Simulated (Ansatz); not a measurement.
HfO₂: geometry relaxation (part 3 of 4)

HfO₂ (27 atoms in the cell); DFT PBEsol, scalar-relativistic, plane waves, PAW, no spin polarisation (Ansatz 0.2.0); cutoff 420 eV, 1×1×4 k-mesh, Gaussian smearing of 0.05 eV. The structure derives from an entry of the Crystallography Open Database. It belongs to a series of runs on one base structure; here: wire along [1 1 1], 27 atoms a period.

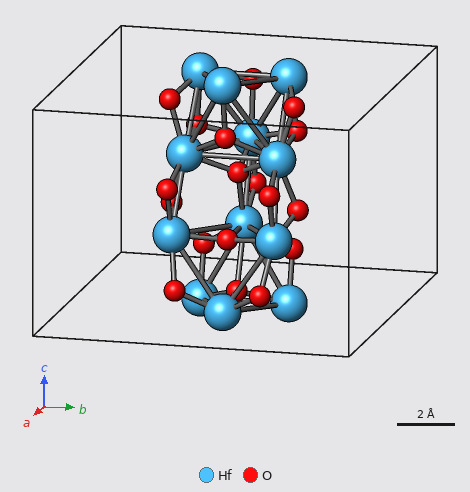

Figure 1. The geometry at step 6 of the log (ball-and-stick view of the cell of the calculation, with the vacuum cut short, seen slightly off an axis).

**Output, continued**
```
  k-point 2: bands = ["-62.7113", "-62.7009", "-62.5779", "-62.5664", "-62.5609", "-62.5233", "-62.5047", "-62.5032", "-62.4462", "-32.0300", "-31.8504", "-31.7898", "-31.7832", "-31.7463", "-31.6978", "-31.6941", "-31.6354", "-31.5911", "-31.5435", "-31.5361", "-31.5059", "-31.5003", "-31.4644", "-31.4573", "-31.4294", "-31.4023", "-31.3603", "-31.3544", "-31.3330", "-31.2792", "-31.2416", "-31.2387", "-31.2000", "-31.1566", "-31.0527", "-31.0257", "-20.1055", "-19.8138", "-19.4644", "-18.9980",
      "-18.7358", "-18.6531", "-18.5996", "-18.2383", "-18.1583", "-18.0747", "-17.8874", "-17.7490", "-17.7290", "-17.7027", "-17.6836", "-17.5861", "-17.2695", "-17.2653", "-12.6526", "-12.6482", "-12.6390", "-12.6318", "-12.5844", "-12.5670", "-12.5539", "-12.5451", "-12.5427", "-12.5366", "-12.5040", "-12.5022", "-12.4942", "-12.4907", "-12.4863", "-12.4845", "-12.4735", "-12.4711", "-12.4696", "-12.4654", "-12.4609", "-12.4572", "-12.4510", "-12.4494", "-12.4458", "-12.4434",
      "-12.4425", "-12.4383", "-12.4364", "-12.4314", "-12.4237", "-12.4127", "-12.4106", "-12.4090", "-12.4065", "-12.4037", "-12.4019", "-12.3824", "-12.3769", "-12.3742", "-12.3725", "-12.3657", "-12.3653", "-12.3562", "-12.3543", "-12.3493", "-12.3463", "-12.3406", "-12.3399", "-12.3326", "-12.3288", "-12.3250", "-12.3136", "-12.3074", "-12.2982", "-12.2803", "-12.2692", "-12.2517", "-12.2450", "-12.2316", "-12.2308", "-12.2048", "-12.1694", "-7.4118", "-7.3094", "-7.0719",
      "-7.0712", "-6.7142", "-6.5996", "-6.3880", "-6.0611", "-6.0117", "-5.9031", "-5.7612", "-5.7357", "-5.6085", "-5.4781", "-5.4364", "-5.2458", "-5.1798", "-5.0070", "-4.9218", "-4.8828", "-4.8117", "-4.7571", "-4.6917", "-4.5316", "-4.4797", "-4.4518", "-4.3552", "-4.2680", "-4.1923", "-4.1893", "-4.0048", "-3.9504", "-3.9363", "-3.8744", "-3.7553", "-3.6524", "-3.6179", "-3.4624", "-3.4096", "-3.3496", "-3.2780", "-3.1456", "-3.1380",
      "-3.1275", "-2.9728", "-2.9280", "-2.9150", "-2.8696", "-2.8109", "-2.7453", "-2.6013", "-2.5509", "-2.4662", "-2.1627", "1.6144", "1.7864", "1.8416", "2.0973", "2.1254", "2.2504", "2.2554", "2.4719", "2.5239", "2.6535", "2.7392", "2.8159", "2.8965", "2.9810", "3.0134", "3.3031", "3.3561", "3.4752", "3.5037", "3.6130", "3.6354", "3.7173", "3.7245", "3.8209", "3.9023", "4.1324", "4.1378", "4.1872", "4.3679",
      "4.4874", "4.5436", "4.6160", "4.7381", "4.8049", "4.8522"]
--- Relaxed structure (15 steps of the walk, 15 accepted, 2 SCFs on fresh bases) ---
  F+E_penalty+E_count = -150509.61181185 eV   max|allowed force component| = 1.703e-2 eV/Å   (the final SCF, on the basis selected at the relaxed cell)
  cell:  # Å, volume = 1530.8942 Å³
    - [14.1, 0.0, 3.0770633556546487e-114]
    - [0.0, 12.9, 0.0]
    - [1.9065358347737638e-114, 0.0, 8.416593465653953]
  atoms:
    - { symbol: Hf, position: [0.6375702533480131, 0.5, 0.025634502169986896] }
    - { symbol: Hf, position: [0.34899336260739067, 0.5, 0.6678492661826353] }
    - { symbol: O, position: [0.4818083837898021, 0.5, 0.5663461237448522] }
    - { symbol: O, position: [0.6912324159032568, 0.6209610672693384, 0.1289982883123078] }
    - { symbol: O, position: [0.5200283401434939, 0.3073408692838543, 0.447701371043117] }
    - { symbol: O, position: [0.3973759101716752, 0.6405875914271402, 0.728433049642768] }
    - { symbol: Hf, position: [0.41666339019416737, 0.5, 0.3161826638105927] }
    - { symbol: O, position: [0.5783775428649408, 0.5, 0.306649025025671] }
    - { symbol: O, position: [0.32917768431286004, 0.5, 0.91634466129907] }
    - { symbol: O, position: [0.6912324159032568, 0.3790389327306615, 0.1289982883123078] }
    - { symbol: O, position: [0.5200283401434939, 0.6926591307161458, 0.447701371043117] }
    - { symbol: O, position: [0.3973759101716752, 0.3594124085728598, 0.728433049642768] }
    - { symbol: Hf, position: [0.417010509548804, 0.3740243362848778, -0.02533480650301855] }
    - { symbol: Hf, position: [0.6337336844387426, 0.3570021261777872, 0.34838864073149645] }
    - { symbol: Hf, position: [0.5513589772585411, 0.6315416891091192, 0.6734964560047926] }
    - { symbol: O, position: [0.3831732482596903, 0.6278355139945396, 0.20014239539030632] }
    - { symbol: O, position: [0.6816223728801686, 0.6313828670354167, 0.5587053893690039] }
    - { symbol: O, position: [0.5402290100271919, 0.3167586037067249, 0.900545413687399] }
    - { symbol: O, position: [0.4932336432476436, 0.5, 0.0407639897747191] }
    - { symbol: Hf, position: [0.417010509548804, 0.6259756637151221, -0.02533480650301855] }
    - { symbol: Hf, position: [0.6337336844387426, 0.6429978738222124, 0.34838864073149645] }
    - { symbol: Hf, position: [0.5513589772585411, 0.3684583108908808, 0.6734964560047926] }
    - { symbol: O, position: [0.3831732482596903, 0.3721644860054607, 0.20014239539030632] }
    - { symbol: O, position: [0.6816223728801686, 0.3686171329645836, 0.5587053893690039] }
    - { symbol: O, position: [0.5402290100271919, 0.683241396293275, 0.900545413687399] }
    - { symbol: O, position: [0.30303677282535896, 0.5, 0.4522857801116139] }
    - { symbol: O, position: [0.6082003757466956, 0.5, 0.7857915925245115] }
--- Löwdin populations: 27 sites ---
  site symbol       q [e]
     0     Hf     24.5835
     1     Hf     24.6239
     2      O      6.6089
     3      O      6.6666
     4      O      6.6451
     5      O      6.6684
     6     Hf     24.6112
     7      O      6.6162
     8      O      6.6779
     9      O      6.6666
    10      O      6.6451
    11      O      6.6684
    12     Hf     24.5947
    13     Hf     24.6038
    14     Hf     24.5840
    15      O      6.6156
    16      O      6.6139
    17      O      6.6698
    18      O      6.5742
    19     Hf     24.5947
    20     Hf     24.6038
    21     Hf     24.5840
    22      O      6.6156
    23      O      6.6139
    24      O      6.6698
    25      O      6.5880
    26      O      6.6439
  spilling = 0.003357 (of n_electrons = 342.000000)
```

**File populations.tsv**
```
# site	symbol	l	j	q
# orbitals = lowdin
# n_electrons = 342.000000
# spilling = 0.003357
0	Hf	0_5S	-	1.974138
0	Hf	0_6S	-	0.397162
0	Hf	1_5P	-	5.973846
0	Hf	2_5D	-	2.244440
0	Hf	3_4F	-	13.993938
1	Hf	0_5S	-	1.972178
1	Hf	0_6S	-	0.408124
1	Hf	1_5P	-	5.975278
1	Hf	2_5D	-	2.274977
1	Hf	3_4F	-	13.993326
2	O	0_2S	-	1.684278
2	O	1_2P	-	4.924642
3	O	0_2S	-	1.734854
3	O	1_2P	-	4.931748
4	O	0_2S	-	1.755256
4	O	1_2P	-	4.889863
5	O	0_2S	-	1.719702
5	O	1_2P	-	4.948746
6	Hf	0_5S	-	1.972669
6	Hf	0_6S	-	0.408482
6	Hf	1_5P	-	5.974274
6	Hf	2_5D	-	2.261630
6	Hf	3_4F	-	13.994192
7	O	0_2S	-	1.682932
7	O	1_2P	-	4.933239
8	O	0_2S	-	1.718777
8	O	1_2P	-	4.959171
9	O	0_2S	-	1.734854
9	O	1_2P	-	4.931748
10	O	0_2S	-	1.755256
10	O	1_2P	-	4.889863
11	O	0_2S	-	1.719702
11	O	1_2P	-	4.948746
12	Hf	0_5S	-	1.973635
12	Hf	0_6S	-	0.404490
12	Hf	1_5P	-	5.976731
12	Hf	2_5D	-	2.245537
12	Hf	3_4F	-	13.994354
13	Hf	0_5S	-	1.975417
13	Hf	0_6S	-	0.389118
13	Hf	1_5P	-	5.972731
13	Hf	2_5D	-	2.274012
13	Hf	3_4F	-	13.992512
14	Hf	0_5S	-	1.971627
14	Hf	0_6S	-	0.417303
14	Hf	1_5P	-	5.982512
14	Hf	2_5D	-	2.216988
14	Hf	3_4F	-	13.995542
15	O	0_2S	-	1.725477
15	O	1_2P	-	4.890128
16	O	0_2S	-	1.748489
16	O	1_2P	-	4.865408
17	O	0_2S	-	1.744208
17	O	1_2P	-	4.925605
18	O	0_2S	-	1.659411
18	O	1_2P	-	4.914821
19	Hf	0_5S	-	1.973635
19	Hf	0_6S	-	0.404490
19	Hf	1_5P	-	5.976731
19	Hf	2_5D	-	2.245537
19	Hf	3_4F	-	13.994354
20	Hf	0_5S	-	1.975417
20	Hf	0_6S	-	0.389118
20	Hf	1_5P	-	5.972731
20	Hf	2_5D	-	2.274012
20	Hf	3_4F	-	13.992512
21	Hf	0_5S	-	1.971627
21	Hf	0_6S	-	0.417303
21	Hf	1_5P	-	5.982512
21	Hf	2_5D	-	2.216988
21	Hf	3_4F	-	13.995542
22	O	0_2S	-	1.725477
22	O	1_2P	-	4.890128
23	O	0_2S	-	1.748489
23	O	1_2P	-	4.865408
24	O	0_2S	-	1.744208
24	O	1_2P	-	4.925605
25	O	0_2S	-	1.722901
25	O	1_2P	-	4.865143
26	O	0_2S	-	1.695329
26	O	1_2P	-	4.948610
```

**Trajectory as extended XYZ (Å, eV, eV/Å), 8 of the 17 frames kept, from step=1 to step=17**
```
27
Lattice="14.1000 0.0000 0.0000 0.0000 12.9000 0.0000 0.0000 0.0000 8.7363" Properties=species:S:1:pos:R:3:forces:R:3 step=1 energy=-150492.22361 pressure_GPa=-5.09
Hf    8.5944    6.4500    0.0000    0.0385   0.0000  -0.5207
Hf    4.4760    6.4500    5.8242    5.7148   0.0000  -2.4577
O     6.5352    6.4500    5.0962   -0.0309   0.0000   1.2218
O     9.6240    8.2333    0.7280    0.8255  -0.6735   3.2973
O     7.5648    4.6667    3.6401    2.0478  -1.0818  -0.1350
O     5.5056    8.2333    6.5522   -1.5194   0.3494  -0.7761
Hf    6.5352    6.4500    2.9121   -4.1759   0.0000  -0.3900
O     8.5944    6.4500    2.1841    2.6692   0.0000   2.3413
O     4.4760    6.4500    8.0083   -0.6117   0.0000   0.8363
O     9.6240    4.6667    0.7280    0.8255   0.6735   3.2973
O     7.5648    8.2333    3.6401    2.0478   1.0818  -0.1350
O     5.5056    4.6667    6.5522   -1.5194  -0.3494  -0.7761
Hf    5.5056    4.6667    0.0000    3.5964   4.6828   2.0864
Hf    9.6240    4.6667    2.9121   -5.6927   2.0817   0.4261
Hf    7.5648    8.2333    5.8242    2.5327  -4.8933   0.1350
O     5.5056    8.2333    2.1841   -0.1163   0.4796  -4.4297
O     9.6240    8.2333    5.0962   -0.1303   1.4068  -2.6918
O     7.5648    4.6667    8.0083   -2.3227  -1.3929  -0.2537
O     6.5352    6.4500    0.7280    0.0543   0.0000  -1.3302
Hf    5.5056    8.2333    0.0000    3.5964  -4.6828   2.0864
Hf    9.6240    8.2333    2.9121   -5.6927  -2.0817   0.4261
Hf    7.5648    4.6667    5.8242    2.5327   4.8933   0.1350
O     5.5056    4.6667    2.1841   -0.1163  -0.4796  -4.4297
O     9.6240    4.6667    5.0962   -0.1303  -1.4068  -2.6918
O     7.5648    8.2333    8.0083   -2.3227   1.3929  -0.2537
O     4.4760    6.4500    3.6401   -0.4789   0.0000   4.5793
O     8.5944    6.4500    6.5522   -1.6213   0.0000   0.4028
27
Lattice="14.1000 0.0000 0.0000 0.0000 12.9000 0.0000 0.0000 0.0000 8.3536" Properties=species:S:1:pos:R:3:forces:R:3 step=3 energy=-150506.39461 pressure_GPa=0.41
Hf    8.6915    6.4500    0.0607    1.3120   0.0000   1.0084
Hf    4.7737    6.4500    5.5561    0.5455   0.0000   2.3050
O     6.6632    6.4500    4.8964    0.9385   0.0000  -0.6853
O     9.6718    8.1334    0.8889    0.1659  -0.7245  -0.1854
O     7.4691    4.5934    3.4561   -1.4983  -0.8784   0.4076
O     5.5044    8.2770    6.1379   -0.1176   0.0006  -0.3076
Hf    6.2245    6.4500    2.7498   -1.3816   0.0000  -0.2522
O     8.5795    6.4500    2.3025   -0.1181   0.0000   1.1598
O     4.4475    6.4500    7.7462    0.1253   0.0000   0.2090
O     9.6718    4.7666    0.8889    0.1659   0.7245  -0.1854
O     7.4691    8.3066    3.4561   -1.4983   0.8784   0.4076
O     5.5044    4.6230    6.1379   -0.1176  -0.0006  -0.3076
Hf    5.6641    4.8653   -0.0318    0.0737  -0.1697  -1.9144
Hf    9.2463    4.6719    2.8357   -0.0533  -0.4561  -0.3695
Hf    7.7195    8.0759    5.5894    0.5462   0.4075   0.3226
O     5.4796    8.2241    1.8213   -0.5014  -0.1648   0.8198
O     9.6256    8.3554    4.7677   -0.2804   0.3330   0.1005
O     7.5530    4.6060    7.6615    0.1191  -0.7241  -0.4815
O     6.6775    6.4500    0.6293    1.2274   0.0000   0.3520
Hf    5.6641    8.0347   -0.0318    0.0737   0.1697  -1.9144
Hf    9.2463    8.2281    2.8357   -0.0533   0.4561  -0.3695
Hf    7.7195    4.8241    5.5894    0.5462  -0.4075   0.3226
O     5.4796    4.6759    1.8213   -0.5014   0.1648   0.8198
O     9.6256    4.5446    4.7677   -0.2804  -0.3330   0.1005
O     7.5530    8.2940    7.6615    0.1191   0.7241  -0.4815
O     4.4453    6.4500    3.7244   -0.2910   0.0000  -1.3882
O     8.6132    6.4500    6.3241    0.7349   0.0000   0.5075
27
Lattice="14.1000 0.0000 0.0000 0.0000 12.9000 0.0000 0.0000 0.0000 8.3407" Properties=species:S:1:pos:R:3:forces:R:3 step=6 energy=-150509.52639 pressure_GPa=0.17
Hf    8.9757    6.4500    0.1549    0.1545   0.0000   0.0036
Hf    4.9102    6.4500    5.5825   -0.0819   0.0000  -0.0326
O     6.7718    6.4500    4.7583    0.1032   0.0000   0.0385
O     9.7233    8.0218    1.0283    0.0862  -0.0259   0.0929
O     7.2558    4.1244    3.6286    0.1471  -0.2070  -0.0339
O     5.5570    8.2894    6.1005    0.1436   0.0417  -0.1107
Hf    5.9535    6.4500    2.6616   -0.4077   0.0000  -0.0996
O     8.3147    6.4500    2.6653   -0.1459   0.0000   0.0036
O     4.6822    6.4500    7.6757   -0.0189   0.0000   0.1163
O     9.7233    4.8782    1.0283    0.0862   0.0259   0.0929
O     7.2558    8.7756    3.6286    0.1471   0.2070  -0.0339
O     5.5570    4.6106    6.1005    0.1436  -0.0417  -0.1107
Hf    5.8817    4.8164   -0.1859   -0.0204   0.2612   0.0696
Hf    8.9657    4.5665    2.8883   -0.0298   0.1513  -0.3935
Hf    7.7674    8.1553    5.5855   -0.3472  -0.2733   0.5350
O     5.3574    8.0856    1.6887    0.1332  -0.0284  -0.0980
O     9.5865    8.3333    4.7001    0.1862   0.1013  -0.0750
O     7.6549    4.1576    7.5199   -0.0901  -0.1483  -0.0068
O     6.9753    6.4500    0.4445   -0.1312   0.0000  -0.0098
Hf    5.8817    8.0836   -0.1859   -0.0204  -0.2612   0.0696
Hf    8.9657    8.3335    2.8883   -0.0298  -0.1513  -0.3935
Hf    7.7674    4.7447    5.5855   -0.3472   0.2733   0.5350
O     5.3574    4.8144    1.6887    0.1332   0.0284  -0.0980
O     9.5865    4.5667    4.7001    0.1862  -0.1013  -0.0750
O     7.6549    8.7424    7.5199   -0.0901   0.1483  -0.0068
O     4.3032    6.4500    3.7626    0.0735   0.0000  -0.0415
O     8.5970    6.4500    6.4749    0.0366   0.0000   0.0624
27
Lattice="14.1000 0.0000 0.0000 0.0000 12.9000 0.0000 0.0000 0.0000 8.4589" Properties=species:S:1:pos:R:3:forces:R:3 step=8 energy=-150509.62830 pressure_GPa=0.09
Hf    8.9889    6.4500    0.1779   -0.0003   0.0000   0.1551
Hf    4.9228    6.4500    5.6583   -0.0079   0.0000   0.0570
O     6.7903    6.4500    4.8031   -0.0054   0.0000   0.0675
O     9.7298    7.9927    1.0969   -0.0520   0.0081   0.0535
O     7.3397    3.9462    3.8093   -0.0243  -0.0130   0.0514
O     5.5996    8.2673    6.1767    0.0698  -0.0168  -0.0805
Hf    5.8613    6.4500    2.6824   -0.1245   0.0000  -0.1116
O     8.0937    6.4500    2.6093    0.0945   0.0000   0.0255
O     4.6566    6.4500    7.7518   -0.0165   0.0000   0.0297
O     9.7298    4.9073    1.0969   -0.0520  -0.0081   0.0535
O     7.3397    8.9538    3.8093   -0.0243   0.0130   0.0514
O     5.5996    4.6327    6.1767    0.0698   0.0168  -0.0805
Hf    5.8916    4.8220   -0.2194   -0.0389   0.1636   0.0889
Hf    8.9120    4.6285    2.9457    0.0975  -0.0366  -0.1327
Hf    7.7847    8.1353    5.6927   -0.1100   0.1123  -0.0073
O     5.4149    8.0904    1.6838   -0.0280   0.0332   0.0486
O     9.6017    8.0805    4.7042    0.0551   0.1052  -0.0204
O     7.6403    4.1215    7.6179    0.0563  -0.0783  -0.0738
O     6.9640    6.4500    0.3404    0.0203   0.0000  -0.1323
Hf    5.8916    8.0780   -0.2194   -0.0389  -0.1636   0.0889
Hf    8.9120    8.2715    2.9457    0.0975   0.0366  -0.1327
Hf    7.7847    4.7647    5.6927   -0.1100  -0.1123  -0.0073
O     5.4149    4.8096    1.6838   -0.0280  -0.0332   0.0486
O     9.6017    4.8195    4.7042    0.0551  -0.1052  -0.0204
O     7.6403    8.7785    7.6179    0.0563   0.0783  -0.0738
O     4.2669    6.4500    3.8452    0.0321   0.0000  -0.0095
O     8.6103    6.4500    6.6232   -0.0432   0.0000   0.0629
```
